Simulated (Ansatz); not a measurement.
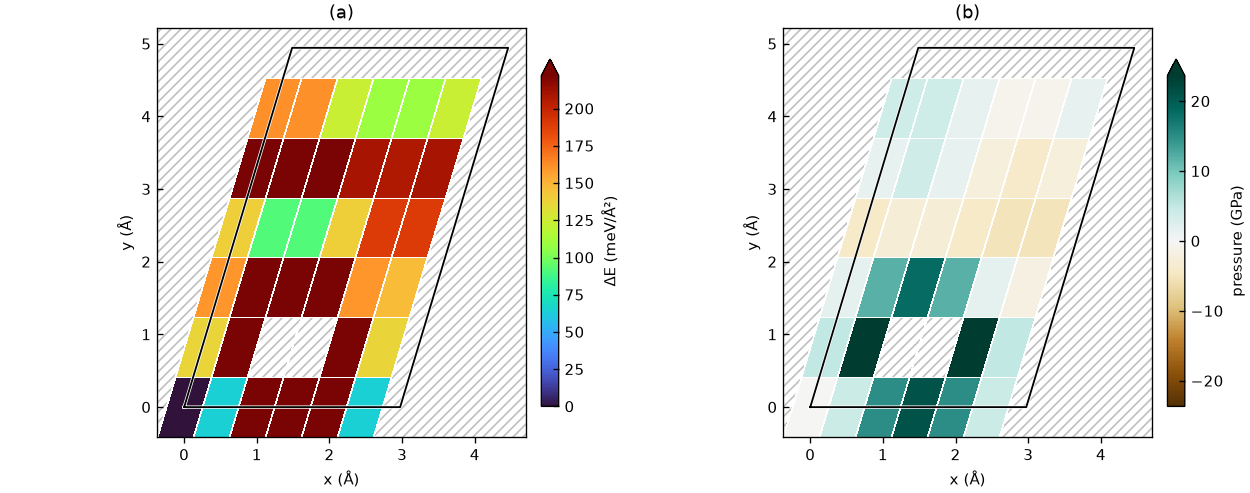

TiO2 (R-3m, No. 166; 12 atoms in the cell). Gamma surface: rigid slide across a plane, one fault a cell; the plane is (1 0 1) of the conventional cell, and the faces at the cut hold Ti and O. Places are given modulo a cell vector. The map is drawn in real space over the plane of the slide. Nothing is relaxed (rigid halves, spacing across the cut fixed). Grid: 6 × 6 points; 20 points were computed and 14 follow by symmetry. At 2 points there is no value (left out of the scan, as a rule where atoms come close). Energies: meV/Å², counted from the lowest grid point. Theory: DFT PBE+D3(BJ), scalar-relativistic, plane waves, PAW in Ansatz 0.2.0. Settings: cutoff 520 eV, k-mesh 9×6×3 in the order of the run's cell vectors, gaussian smearing 0.05 eV, no spin polarisation.

Panel (a) is the energy and panel (b) the computed pressure on the same grid.

Drawn: one coloured cell a grid point, the outline of one cell of the plane, one colour for all values above the top of the scale, hatched blanks where no value was computed.

**How does the pressure vary over the map, and what is it at the lowest grid point?**

Leaving out the highest fifth of the energies, it runs from −5.3 GPa at (4/6, 3/6) of the cell vectors to 11.9 GPa at (1/6, 2/6) of the cell vectors. At the lowest grid point, (0/6, 0/6) of the cell vectors, it is 0.0 GPa.

PAW datasets: the set soft_1.
